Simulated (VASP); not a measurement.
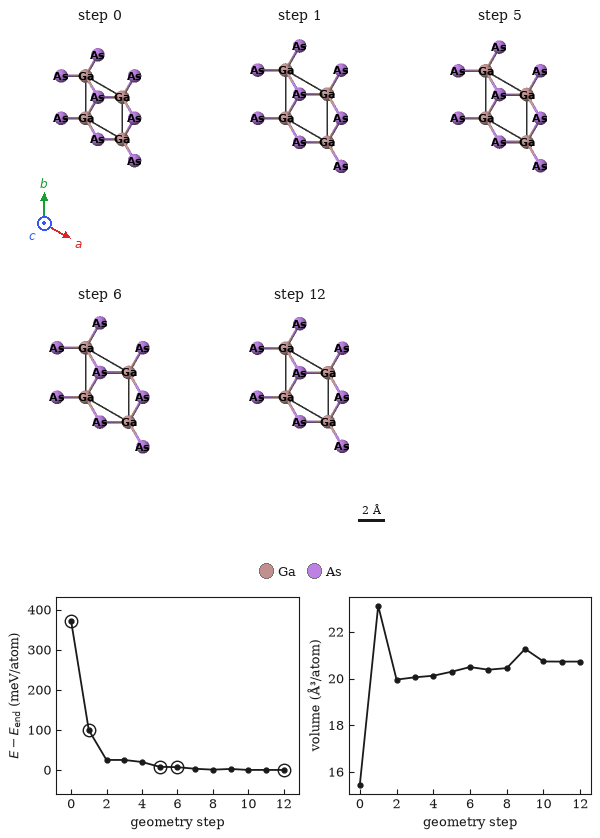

Frames of a relaxation of solid GaAs (a generated structure, set up in P-6m2), marked on the history of the run. Style: ball-and-stick. Shown: the cell of the calculation, along the c axis.

The run lets cell and atoms move.

The calculation used Kohn-Sham DFT of a periodic cell, PBE, VASP PAW PBE potentials, recommended (VASP 6.6.1).

Input
```
SYSTEM = GaAs
PREC = Accurate
ENCUT = 600
EDIFF = 1E-6
ISMEAR = -1
SIGMA = 0.05
LREAL = .FALSE.
LASPH = .TRUE.
NELM = 100
ALGO = Normal
ISIF = 3
LWAVE = .FALSE.
LCHARG = .FALSE.
GGA = PE
IBRION = 2
NSW = 100
EDIFFG = -0.005
```

Launched with:
```bash
cat potpaw_PBE.64/Ga_d/POTCAR potpaw_PBE.64/As/POTCAR > POTCAR
mpirun -np 1 vasp_std > vasp.out
```

### What happens along the run?

The energy falls by 373 meV per atom in 12 geometry steps. All forces vanish by symmetry, so only the cell relaxes. The pressure goes from 30.97 to −0.01 GPa. The atoms keep their places relative to the cell (all moves are under 0.005 Å). The drawn cell changes as follows: a = b 3.314 → 3.842 Å (+15.9 %), c 3.248 → 3.243 Å (−0.1 %); the volume changes by +34.2 %. Some distances before and after: As–As 3.314 → 3.842 Å, As–Ga 2.509 → 2.748 Å. Bond angles that change, for instance: Ga–As–Ga 80.6° → 72.3°, As–Ga–As 80.6° → 72.3°, As–Ga–As 82.6° → 88.7°. The space group stays P-6m2 (No. 187). The volume changes by over a tenth within one run on a fixed set of plane waves, so the end point should be relaxed again from the new cell. From step 0 to 1: volume +49.7 %, energy −273 meV per atom. From step 1 to 5: volume −12.2 %, energy −91.7 meV per atom. From step 5 to 6: volume +1.0 %, energy −0.8 meV per atom. From step 6 to 12: volume +1.1 %, energy −7.0 meV per atom.
